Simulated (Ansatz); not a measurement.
Mg (P6/mmm, No. 191): coordinates from a relaxation with DFT, PBEsol, plane waves (420 eV) with PAW, scalar-relativistic in Ansatz 0.2.0; the starting structure was generated, so it need not be a known form of this composition.

```
Mg
1.0
     5.07337    0.00000    0.00000
    -2.53668    4.39366    0.00000
     0.00000    0.00000    3.07367
Mg
3
Direct
  0.00000 0.00000 0.00000
  0.33333 0.66667 0.50000
  0.66667 0.33333 0.50000
```

> What will a HAADF-like image along [001] show? The image is simulated as a sum over atoms of Z^1.7, blurred by a 1.30 Å probe (no channelling). The probe carries 15 % of its weight in a tail 2.5 times as wide. Shot noise and a slight drift were added.

The columns repeat on a hexagonal net with a repeat of 2.93 Å (plane group p6mm). All columns are alike (Mg). The shortest distance between visible columns is 2.93 Å in projection. Along the beam the structure repeats every 3.07 Å.

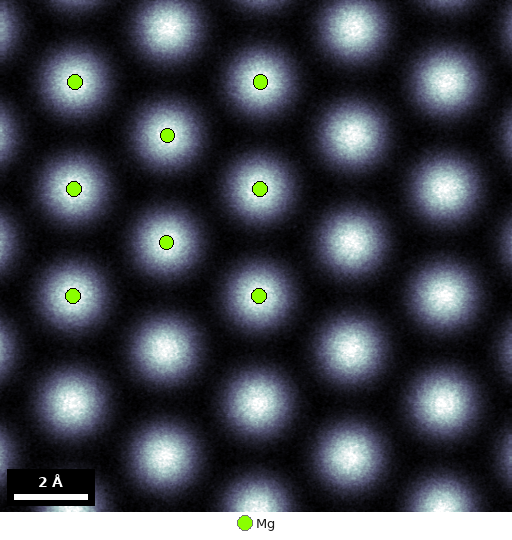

The simulated image, with the columns of the model marked in one corner.
